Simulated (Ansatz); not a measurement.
System: Ga3AsP2.

```xyz
6
Lattice="3.9060 0.0000 0.0000 -1.9530 3.3827 0.0000 0.0000 0.0000 9.5622" Properties=species:S:1:pos:R:3 pbc="T T T"
P     0.0000    0.0000    0.0293
P     0.0000    2.2551    3.1605
As    1.9530    1.1275    6.3717
Ga    0.0000    2.2551    0.7961
Ga    1.9530    1.1275    3.9237
Ga    0.0000    0.0000    7.2336
```

Space group P3m1; started from the ordered alloy on zincblende lattice prototype, which need not be the ambient phase.

All numbers below come from DFT, r2SCAN, plane waves, PAW (Ansatz 0.2.0).

What can the converged valence pseudo-density and electron localisation function tell about the bonding?

Ga–P (2.36 Å): ρ at the midpoint is about 0.53 e/Å³; the ELF peaks at about 0.90 in the valence shell of P, 0.7 Å from its nucleus, and is about 0.80 at the midpoint.
Ga–As (2.41 Å): ρ at the midpoint is about 0.53 e/Å³; the ELF peaks at about 0.80 between the atoms; a covalent bond.

Metal or insulator at this level of theory?

It is gapped, with a Kohn–Sham gap of 1.6 eV on the k-point mesh (the band edges may lie off the mesh, which would make the gap smaller).

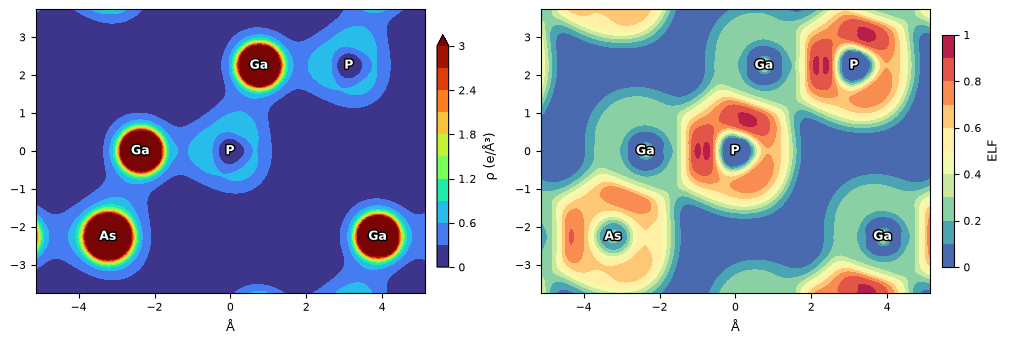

Computed valence pseudo-density and electron localisation function on the (110) plane of the conventional cell, in this order. 
